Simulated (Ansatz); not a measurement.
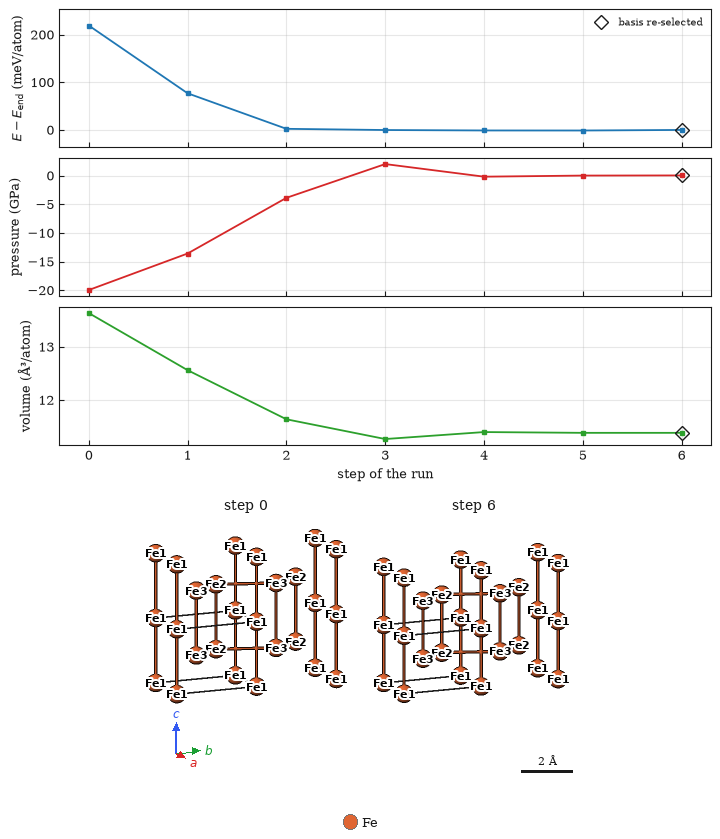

First and last geometry of a relaxation of crystalline Fe (built on the omega_191 type) (coarse preliminary run), with the history of the run. A ball-and-stick model of the cell of the calculation, repeated 1 × 2 × 2 with one cell outlined, seen slightly off an axis.

Case: omega type (P6/mmm, No. 191).

Method: DFT PBEsol, scalar-relativistic, plane waves, PAW (Ansatz). (plane-wave cutoff 420 eV; k-point mesh 6 × 6 × 6; occupations gaussian; smearing width 0.1 eV; collinear spin; cell and atoms relaxed; force threshold 0.04 eV/Å; at most 70 steps)

> What do the curves and the structures tell?

It converged. The atoms keep their places relative to the cell (all moves are under 0.005 Å). The drawn cell changes as follows: a = b 4.255 → 4.110 Å (−3.4 %), c 2.609 → 2.334 Å (−10.5 %); the volume changes by −16.5 %. Among the contacts that change: Fe1–Fe1 2.609 → 2.334 Å, Fe2–Fe3 2.457 → 2.373 Å. The space group stays P6/mmm (No. 191). Over 5 accepted moves (6 points after the start) the energy falls by 219 meV per atom. All forces vanish by symmetry, so only the cell relaxes. The pressure goes from −19.95 to 0.04 GPa. At 1 point the geometry stayed and the basis and grid were re-selected for the new cell (energy shift of 1.2 meV per atom at most each time).

Limits of the set-up: the k-point mesh is coarse for a cell with partly filled bands.
